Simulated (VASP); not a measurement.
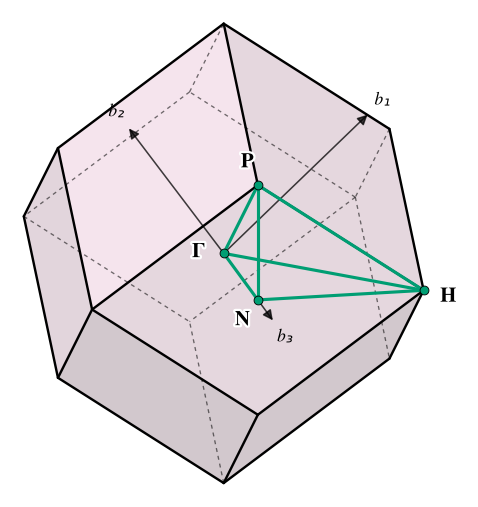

Crystal: Mo, the geometry relaxed with VASP 6.6.1, VASP Kohn-Sham DFT of a periodic cell, r2SCAN, VASP PAW PBE potentials, recommended. The first Brillouin zone and its special points. Symmetry computed with spglib at a tolerance of 0.002 Å; standard conventional cell.

Space group Im-3m, No. 229; a = 3.154 Å, b = 3.154 Å, c = 3.154 Å, α = 90.00°, β = 90.00°, γ = 90.00°.

Labels and path follow the convention of Hinuma et al. (2017), as computed by seekpath; the arrows show the directions of the reciprocal primitive vectors b₁, b₂, b₃, in which coordinates are given; lengths include the factor 2π.

Question: List the special points with their coordinates and distances from Γ.

Answer:
```json
{"point": "Γ", "k₁": "0", "k₂": "0", "k₃": "0", "length of k (1/Å)": "0.000"}
{"point": "H", "k₁": "1/2", "k₂": "−1/2", "k₃": "1/2", "length of k (1/Å)": "1.992"}
{"point": "P", "k₁": "1/4", "k₂": "1/4", "k₃": "1/4", "length of k (1/Å)": "1.725"}
{"point": "N", "k₁": "0", "k₂": "0", "k₃": "1/2", "length of k (1/Å)": "1.409"}
```

Question: What is the zone's volume?

Answer: (2π)³ over the primitive cell's volume of 15.69 Å³: 15.8 Å⁻³.
